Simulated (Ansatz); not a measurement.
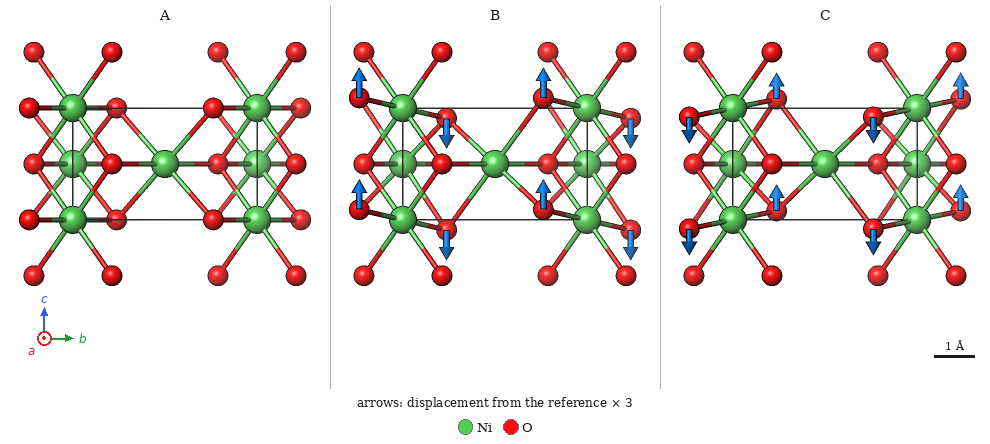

A scan of a crystal of Ni3O4 (Cmmm): a normal mode at the zone centre is frozen in with the cell fixed, the amplitude being the largest displacement of an atom. The picture is a ball-and-stick view of the cell of the calculation, seen along the a axis. Blue arrows: displacements from the reference.

Theory: DFT PBEsol, scalar-relativistic, plane waves, PAW (Ansatz). (plane-wave cutoff 420 eV; k-point mesh 8 × 8 × 14; occupations gaussian; smearing width 0.15 eV; no spin polarisation). Energies (free energies at the smearing named) are counted from the relaxed crystal.

**Order these geometries by energy, lowest first.**

Lowest first: A (the amplitude 0.00 Å, 0.0 meV/cell), C (the amplitude 0.2275 Å, 20.4 meV/cell), B (the amplitude −0.26 Å, 38.7 meV/cell). Over the whole scan: the harmonic wavenumber of the mode is 73i cm⁻¹, so the reference is unstable against it. Of the computed points the lowest is at the amplitude 0.0975 Å, −1.5 meV/cell. Further local minima among the points: −0.065 Å (−1.0 meV/cell). A local maximum lies at 0.00 Å (0.0 meV/cell). The well is symmetric. The distortion takes the space group from Cmmm to C2/m.

Limits of the set-up: an element that often carries a moment was run without spin polarisation.
